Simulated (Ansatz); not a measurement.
Input of the run:

```
crystal:
  lattice:
    - [3.5209243497, 0.0, 0.0]
    - [-1.7604621748, 3.0492099316, 0.0]
    - [0.0, 0.0, 4.2373703186]
  atoms:
    - { symbol: Mg, position: [0.6666666667, 0.3333333333, 0.75] }
    - { symbol: Mg, position: [0.3333333333, 0.6666666667, 0.25] }
    - { symbol: O, position: [0.6666666667, 0.3333333333, 0.25] }
    - { symbol: O, position: [0.3333333333, 0.6666666667, 0.75] }
basis:
  ecutwfc: 500
kpoints:
  mp_grid: { grid: [9, 9, 6] }
  band_path:
    path:
      - [[0.0, 0.0, 0.0], [0.5, 0.0, 0.0], [0.33333333, 0.33333333, 0.0], [0.0, 0.0, 0.0], [0.0, 0.0, 0.5], [0.5, 0.0, 0.5], [0.33333333, 0.33333333, 0.5], [0.0, 0.0, 0.5]]
      - [[0.5, 0.0, 0.5], [0.5, 0.0, 0.0]]
      - [[0.33333333, 0.33333333, 0.5], [0.33333333, 0.33333333, 0.0]]
    npoints: 14
hamiltonian:
  xc: r2scan
scf:
  occupations: { method: gaussian, width: 0.02 }
  n_extra_bands: 10
output:
  forces: true
  stress: true
  eigenvalues: true
  populations: true
  dos: { projected: true, de: 0.02, nscf_kmesh: { grid: [14, 14, 9] } }
  bader: true
  write_density: true
  write_potential: true
  elf: true
  volumetric_format: npy
```

Run as:
```bash
ansatz run input.yaml --threads 1 --pin off --max-ram 2048MiB --backend cpu --events-out ev --progress --plain --runs-dir out
```

What does the calculation give for the electronic structure? The path is Γ–M–K–Γ–A–L–H–A|L–M|H–K.

A wide-gap semiconductor or insulator. The gap along this path is 3.91 eV and direct: both edges lie at Γ. The top valence level at Γ is a single band, not degenerate (spin aside). By projected weight, the top eV of the valence band is O 2p almost alone. The tallest peak in the window is at −0.5 eV; by projected weight it is O 2p almost alone.

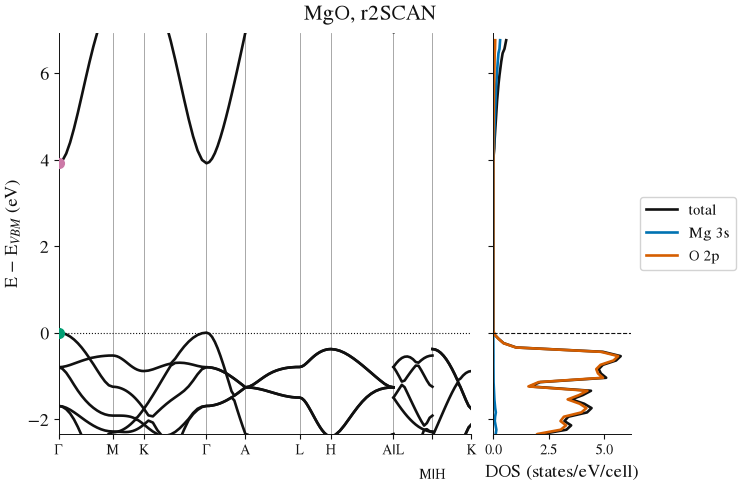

Band structure and density of states. Energies are counted from the top of the valence band. The partial curves are projected on Löwdin-orthogonalised atomic shells.
